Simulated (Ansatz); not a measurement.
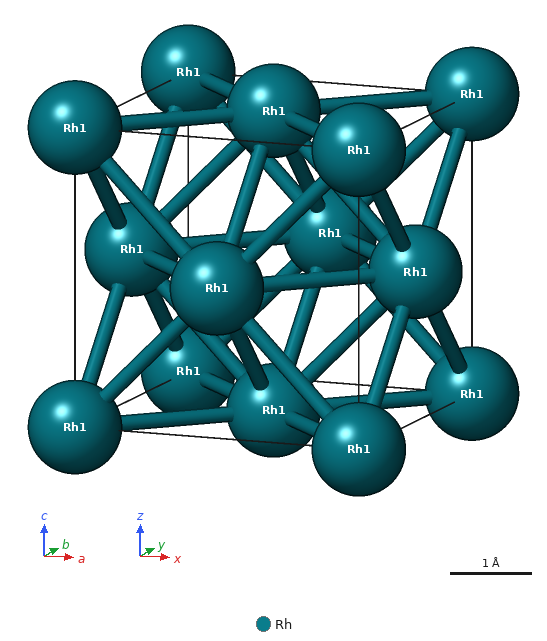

Energy scan for a crystal of Rh (Fm-3m), in which the ratio of the cell's length along [111] to its lengths across, counted as 1 for the reference, is changed at fixed volume (a trigonal path), with the atoms kept at their fractional coordinates. x, y and z are the Cartesian axes of the input. The picture shows the reference cell. The picture is a ball-and-stick view of the conventional cell (4 times the calculation's cell), seen slightly off an axis. Lengths and directions refer to the drawn axes.

The calculation used Ansatz 0.2.0, DFT PBE, scalar-relativistic, plane waves, PAW. Set-up: plane-wave cutoff 420 eV; k-point mesh 24 × 24 × 24; occupations gaussian; smearing width 0.15 eV; no spin polarisation. Energies (free energies at the smearing named) are counted from the cell as listed in its source, which wasn't relaxed.

Input
```yaml
crystal:
  lattice:
    - [0.0, 1.90155, 1.90155]
    - [1.90155, 0.0, 1.90155]
    - [1.90155, 1.90155, 0.0]
  atoms:
    - { symbol: Rh, position: [0.0, 0.0, 0.0] }
basis:
  ecutwfc: 420
kpoints:
  mp_grid: { grid: [24, 24, 24] }
hamiltonian:
  xc: pbe
scf:
  occupations: { method: gaussian, width: 0.15 }
output:
  forces: true
  stress: true
  eigenvalues: true
  write_density: true
  write_potential: true
  elf: true
  volumetric_format: npy
```

Run as
```bash
ansatz run input.yaml --threads 1 --pin off --max-ram 2560MiB --backend cpu --events-out ev --progress --plain --runs-dir out
```

Q: What energies does the calculation give (the relative ratio: 0.50, 0.60, 0.71, 0.85, 0.93, 1.00, 1.08, 1.20, 1.41, 1.70, 2.00)?

A:
| axial ratio over its reference value | E − E(ref) (meV/atom) |
| --- | --- |
| 0.50 | 1109 |
| 0.60 | 1098 |
| 0.71 | 949 |
| 0.85 | 286 |
| 0.93 | 60 |
| 1.00 | 0 |
| 1.08 | 67 |
| 1.20 | 361 |
| 1.41 | 1196 |
| 1.70 | 2895 |
| 2.00 | 5262 |

The lowest computed point lies at the relative ratio 1.00 (0 meV/atom). The end points stand at 1109 meV/atom (0.50) and 5262 meV/atom (2.00). The unrelaxed reference is under a pressure of 5.8 GPa. The distortion takes the space group from Fm-3m to R-3m, except for Pm-3m at 0.50. At the relative ratio 2.00 the cell of the drawing goes a 3.803 → 4.269 Å, b 3.803 → 4.269 Å, c 3.803 → 4.269 Å, α 90.0° → 60.0°, β 90.0° → 60.0°, γ 90.0° → 60.0°.

The computed profile:

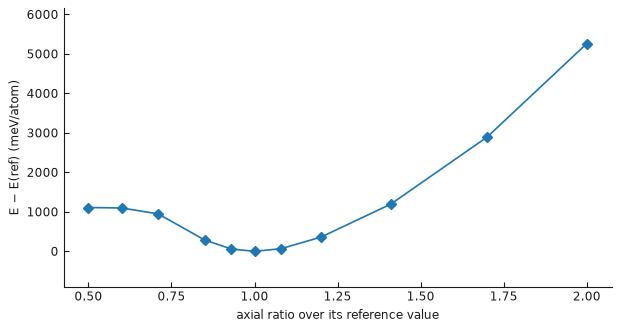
